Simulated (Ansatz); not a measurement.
Given this structure, the end point of a relaxation with Ansatz, DFT PBEsol, scalar-relativistic, plane waves, PAW; the starting structure was generated, so it need not be a known form of this composition, written in its standard cell:

```
CELL_PARAMETERS angstrom
2.49881 0.00000 0.00000
-1.24941 2.16404 0.00000
0.00000 0.00000 4.16084
ATOMIC_POSITIONS crystal
C 0.33333 0.66667 0.56280
C 0.33333 0.66667 0.93720
C 0.66667 0.33333 0.06280
C 0.66667 0.33333 0.43720
```

Question: What does the kinematic electron diffraction pattern along [211] look like at 200 kV (B = 0.5 Å²)?

Answer: The spots form a centred rectangular net with both shortest vectors at d = 1.92 Å, 79.6° apart. They are 0 1 -1 and -1 1 1. The pattern has symmetry 2mm. A glide plane extinguishes reflections such as 1 1 -3, 2 -1 -3.

Strongest reflections with d > 0.80 Å, one of each family (|F|² from tabulated Gaussian fits of the electron scattering factors, times a small damping for the curvature of the Ewald sphere):

```json
{"hkl": "1 -2 0", "d (Å)": "1.249", "I (strongest = 100)": "100"}
{"hkl": "1 -1 -1", "d (Å)": "1.920", "I (strongest = 100)": "41"}
{"hkl": "1 0 -2", "d (Å)": "1.500", "I (strongest = 100)": "23"}
{"hkl": "2 -2 -2", "d (Å)": "0.960", "I (strongest = 100)": "4"}
{"hkl": "2 -3 -1", "d (Å)": "0.803", "I (strongest = 100)": "2"}
```

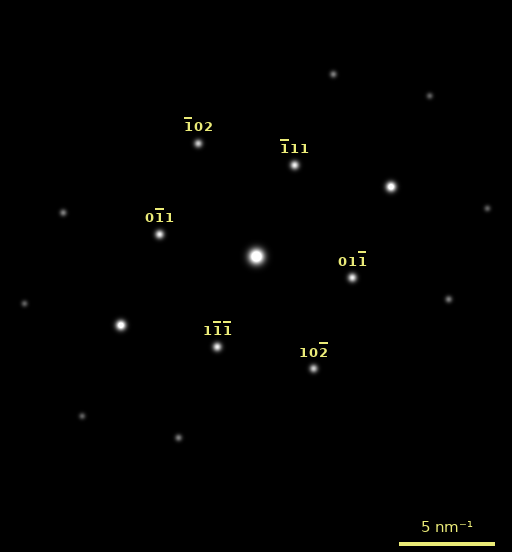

Calculated pattern, seen from the source side with [211] pointing towards the source.
